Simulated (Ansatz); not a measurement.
Si2W

```yaml
crystal:
  lattice:
    - [4.12172, 0.00000, 0.00000]
    - [0.00000, 7.93226, 0.00000]
    - [0.00000, 0.00000, 6.60915]
  atoms:
    - { symbol: Si, position: [0.50000, 0.33640, 0.50000] }
    - { symbol: Si, position: [0.00000, 0.83640, 0.50000] }
    - { symbol: Si, position: [0.74539, 0.41820, 0.83333] }
    - { symbol: Si, position: [0.24539, 0.91820, 0.83333] }
    - { symbol: Si, position: [0.25461, 0.41820, 0.16667] }
    - { symbol: Si, position: [0.75461, 0.91820, 0.16667] }
    - { symbol: Si, position: [0.00000, 0.16360, 0.50000] }
    - { symbol: Si, position: [0.50000, 0.66360, 0.50000] }
    - { symbol: Si, position: [0.75461, 0.08180, 0.83333] }
    - { symbol: Si, position: [0.25461, 0.58180, 0.83333] }
    - { symbol: Si, position: [0.24539, 0.08180, 0.16667] }
    - { symbol: Si, position: [0.74539, 0.58180, 0.16667] }
    - { symbol: W, position: [0.75000, 0.25000, 0.16667] }
    - { symbol: W, position: [0.25000, 0.75000, 0.16667] }
    - { symbol: W, position: [0.25000, 0.25000, 0.83333] }
    - { symbol: W, position: [0.75000, 0.75000, 0.83333] }
    - { symbol: W, position: [0.50000, 0.00000, 0.50000] }
    - { symbol: W, position: [0.00000, 0.50000, 0.50000] }
```

Space group C222; a structure from a database of computed crystals, not necessarily the ambient phase; changed on purpose from its base cell (strain -0.1000 x Voigt [1, 0, 0, 0, 0, 0], atoms carried along); computed pressure about 34 GPa in this cell.

Method: DFT r2SCAN, scalar-relativistic, plane waves, PAW in Ansatz 0.2.0.

What will maps of the valence pseudo-density and electron localisation function show?

Si–Si (2.40 Å): ρ at the midpoint is about 0.46 e/Å³; the ELF peaks at about 0.75 between the atoms.
Si–W (2.44 Å): ρ at the midpoint is about 0.55 e/Å³; the ELF peaks at about 0.75 in the valence shell of Si, 0.9 Å from its nucleus, and is about 0.45 at the midpoint.
Si–Si (2.47 Å): ρ is about 0.39 e/Å³ halfway; the ELF peaks at about 0.55 in the valence shell of Si, 1.0 Å from its nucleus, and is about 0.55 at the midpoint.

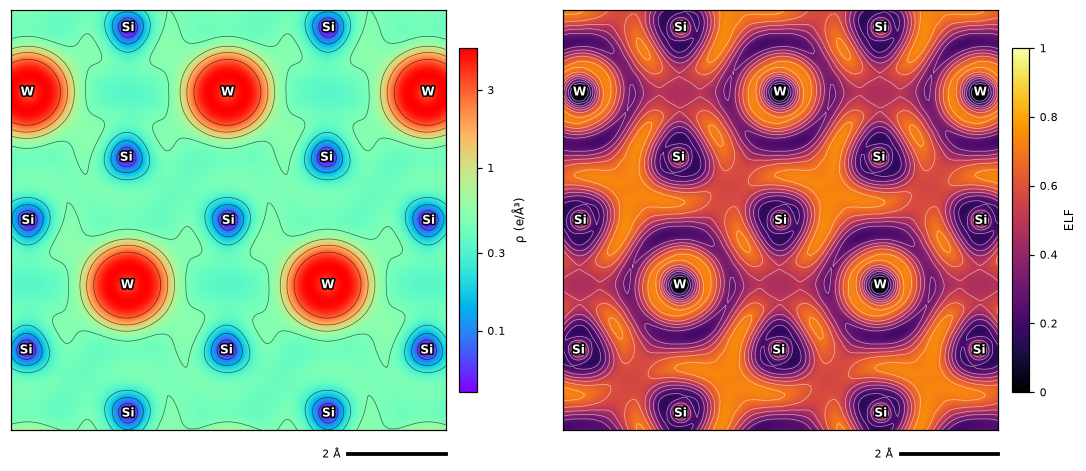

Computed valence pseudo-density and electron localisation function on the (001) plane of the conventional cell, in this order. 

In a PAW calculation such maps are meaningful between the atoms, not at the nuclei.
